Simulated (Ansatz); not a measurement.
# Yb: 5 runs along one coordinate

System: Yb (C2/c, 2 atoms in the cell).
Method: DFT, RPBE, plane waves (420 eV) with PAW, scalar-relativistic, no spin polarisation (Ansatz 0.2.0).

The 5 runs differ only in the geometry, by an even scaling of the cell at fixed fractional positions.

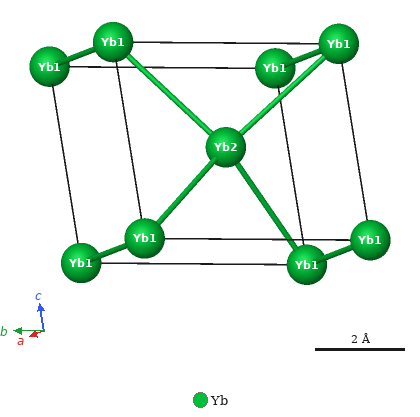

Figure 1. The structure of run 3 (ball-and-stick view of the reduced cell, seen at an oblique angle; atoms are numbered from 1 in the order of the input).

### Input of run 3
```yaml
crystal:
  lattice:
    - [-3.3945813772, 3.3974525029, 1.8165991683]
    - [3.3974525029, -3.3945813772, 1.8165991683]
    - [3.398165739, 3.398165739, -1.8113406965]
  atoms:
    - { symbol: Yb, position: [0.9999796688, 2.03312e-05, 1.0] }
    - { symbol: Yb, position: [0.7500203312, 0.2499796688, 0.5] }
hamiltonian:
  xc: rpbe
  pseudopotentials:
    kind: paw
    azcp:
      Yb: "pseudopotentials/Yb.paw.azcp"
basis:
  ecutwfc: 420
  fft_grid_basis: typed
kpoints:
  mp_grid: { grid: [11, 11, 8], shift: [0, 0, 0] }
magnetization:
  spin_polarized: false
scf:
  occupations: { method: fermi_dirac, width: 0.1 }
  lower_state_search: "off"
output:
  stress: true
```

Run 2 differs from it as follows:
```diff
-    - [-3.3945813772, 3.3974525029, 1.8165991683]
-    - [3.3974525029, -3.3945813772, 1.8165991683]
-    - [3.398165739, 3.398165739, -1.8113406965]
+    - [-3.3504909143, 3.3533247484, 1.7930043007]
+    - [3.3533247484, -3.3504909143, 1.7930043007]
+    - [3.3540287207, 3.3540287207, -1.7878141284]
```

### Results, with one run withheld

| run | volume per atom (Å³) | free energy per atom, from the lowest run given (meV) | pressure (GPa) |
| --- | --- | --- | --- |
| 1 | 38.719 | 0.00 | 0.45 |
| 2 | 40.332 | ? | ? |
| 3 | 41.946 | 0.18 | −0.41 |
| 4 | 43.559 | 5.96 | −0.73 |
| 5 | 45.172 | 14.73 | −1.00 |

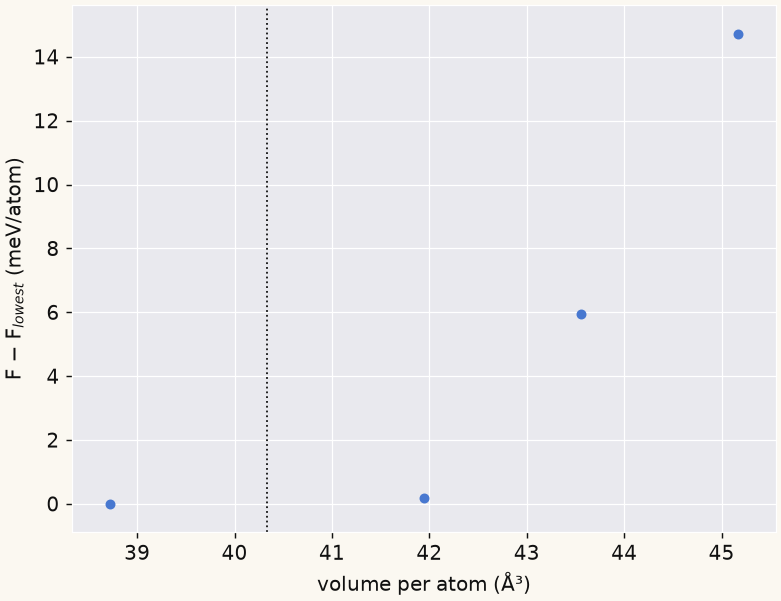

Figure 2. Free energy per atom of the runs given; the dotted line marks run 2.

Estimate the energy of run 2 from the others.

A quadratic polynomial in V^(−2/3) (the Birch–Murnaghan form), fitted to the 4 runs given, misses them by at most 0.02 meV per atom. With x = V^(−2/3) − 0.08246 Å⁻², it reads F = 0.95411 − 2273.1 x + 4.2314e+05 x² (meV per atom). At run 2 it gives −2.09 meV per atom, and the run itself gives −2.05. The slope of the fit gives a pressure −dF/dV of −0.02 GPa there, and the run prints −0.02 GPa. The fit has its minimum at 40.249 Å³ per atom, where V d²F/dV² gives 10.9 GPa. Cell shape and fractional positions are held, so this is the stiffness under even scaling; the relaxed bulk modulus wasn't computed.

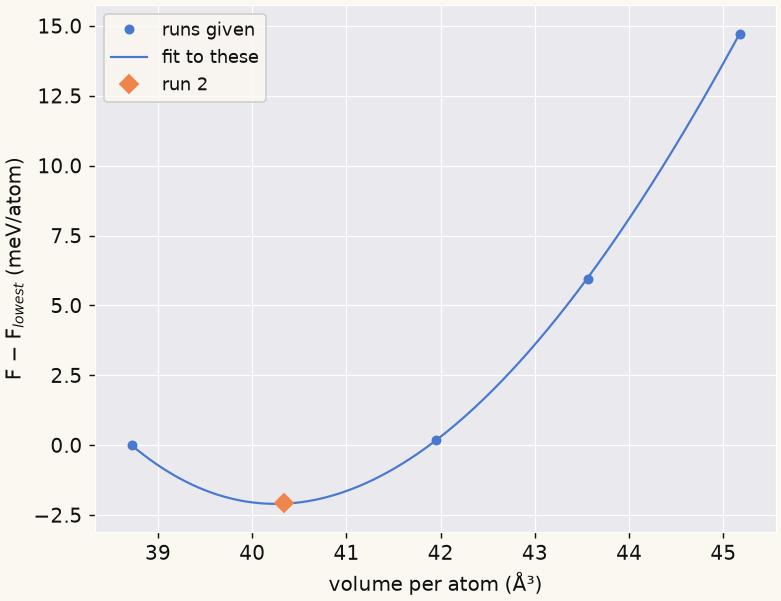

Figure 3. The fit and the withheld run.

### Output, shortened to warnings, some set-up lines, iterations and results (run 2)
```
Basis set: ecut = 420 eV, 1565 PW (Γ)
Symmetry: 4 space group operations
k-points: 270 of 968
Initial density: superposition of atomic densities (neutral atoms: chi_scale 0, normalization atom), corrected by the library's trained network
[...]
SCF iter   1: F=—  HF=-27613.846611 eV  |F-HF|=—  |Δ(HF+E_count)|=         —  Δρ=9.88e-3  dr2=6.96e-2  ethr=1.77e-3  ⟨swp⟩=5.7  Hψ=31526  notcnv=0
SCF iter   2: F=—  HF=-27613.817114 eV  |F-HF|=—  |Δ(HF+E_count)|=   2.95e-2  Δρ=4.15e-3  dr2=1.29e-2  ethr=1.45e-4  ⟨swp⟩=1.9  Hψ=16306  notcnv=0
SCF iter   3: F=—  HF=-27613.812900 eV  |F-HF|=—  |Δ(HF+E_count)|=   4.21e-3  Δρ=2.37e-3  dr2=4.52e-3  ethr=2.68e-5  ⟨swp⟩=1.1  Hψ=8151  notcnv=0
SCF iter   4: F=—  HF=-27613.811469 eV  |F-HF|=—  |Δ(HF+E_count)|=   1.43e-3  Δρ=3.94e-4  dr2=1.43e-4  ethr=9.41e-6  ⟨swp⟩=2.5  Hψ=13892  notcnv=0
SCF iter   5: F=—  HF=-27613.811520 eV  |F-HF|=—  |Δ(HF+E_count)|=   5.14e-5  Δρ=1.48e-4  dr2=3.75e-5  ethr=2.99e-7  ⟨swp⟩=2.2  Hψ=12842  notcnv=0
SCF iter   6: F=—  HF=-27613.811523 eV  |F-HF|=—  |Δ(HF+E_count)|=   2.90e-6  Δρ=3.99e-5  dr2=2.40e-6  ethr=7.82e-8  ⟨swp⟩=2.0  Hψ=13008  notcnv=0
SCF iter   7: F=—  HF=-27613.811522 eV  |F-HF|=—  |Δ(HF+E_count)|=   1.52e-6  Δρ=2.01e-5  dr2=1.57e-7  ethr=5.01e-9  ⟨swp⟩=2.0  Hψ=14690  notcnv=0
SCF iter   8: F=-27613.811522 eV  HF=-27613.811522 eV  |F-HF|=2.06e-8  |Δ(HF+E_count)|=   1.25e-7  Δρ=7.53e-6  dr2=3.37e-8  ethr=2.08e-10  ⟨swp⟩=5.7  Hψ=39046  notcnv=0
SCF 1 converged in 8 iterations: F = -27613.811522 eV  dr2 = 3.37e-8
SCF converged after 8 iterations
Free energy (F): -27613.811522 eV
Harris-Foulkes:  -27613.811522 eV  (|F-HF|=2.06e-8)
Internal energy: -27613.616012 eV  (E = F + TS)
E sigma→0 (E₀):  -27613.713767 eV
Entropy (-TS):   -0.195509 eV (-97.755 meV/atom)
Fermi energy:    9.270091 eV
--- Per-component energies (eV) ---
  E_band       = -73.885337
  E_kinetic    = 703.876726
  E_local      = -13189.279736  (includes V_loc(G=0)·N_el)
  E_nonlocal   = 1104.153703
  E_hartree    = 5740.370899
  E_xc         = -324.891830
  E_vxc        = -403.148387  (∫ρ·V_xc dr)
  E_paw        = -14735.165178  (= ΣΔE_a)
  E_vpaw       = 229.793736  (= ΣTr[D̂ρ^β])
  E_aug_tail   = 0.000006  (compensation charges beyond the density's cutoff)
  E_ewald      = -6912.388523
  E_core_change = -0.292079  (= ΣΔE_core)
  E_smearing   = -0.195509  (= −TS)
  E_closure    = 0.000000  (closes the sum)
  Σ components = -27613.811522   (vs F -27613.811522, Δ=0.00e0)
--- Stress (GPa, compression-positive) ---
       -0.025960       0.010762       0.006215
        0.010762      -0.025960       0.006215
        0.006215       0.006215      -0.014844
  P = ⅓ Tr σ = -0.0223 GPa (-0.223 kbar)
```
